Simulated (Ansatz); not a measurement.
```
Ga N
1.0
    -3.21854    0.00000    0.00000
     0.00000    5.57467    0.00000
     0.00000    0.00000   -5.24338
Ga N
4 4
Cartesian
  -1.6093 4.6307 -0.0299
  0.0000 1.8732 -0.0185
  0.0000 3.7015 -2.6402
  -1.6093 0.9440 -2.6516
  -1.6093 4.6431 -3.1721
  0.0000 1.8608 -3.1771
  0.0000 3.7138 -0.5554
  -1.6093 0.9315 -0.5504
```

Space group Pmc2₁; not relaxed (largest force 1.1 eV/Å); PAW files of the earlier set (soft_1).

Theory: DFT PBE, scalar-relativistic, plane waves, PAW (Ansatz 0.2.0).

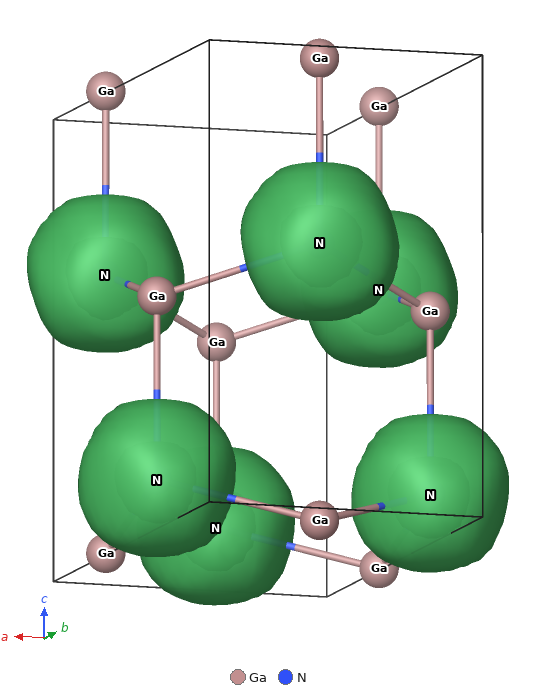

GaN. Isosurface of the ELF at 0.7 (green), seen at an oblique angle. Only the valence region is drawn (cores and ρ < 0.01 e/Å³ removed). Sticks mark near contacts.

**Describe the localisation domains.**

The ELF exceeds this value in four regions wrapped around N (the valence shell of each), counted in one cell of 8 atoms. Any copies at cell faces, edges or corners count once. Along the contacts the grid gives the following. Ga–N (1.92 Å): the ELF peaks at about 0.85 in the valence shell of N, 0.6 Å from its nucleus, and is about 0.50 at the midpoint. Ga–N (2.08 Å): the ELF peaks at about 0.85 in the valence shell of N, 0.7 Å from its nucleus, and is about 0.40 at the midpoint.
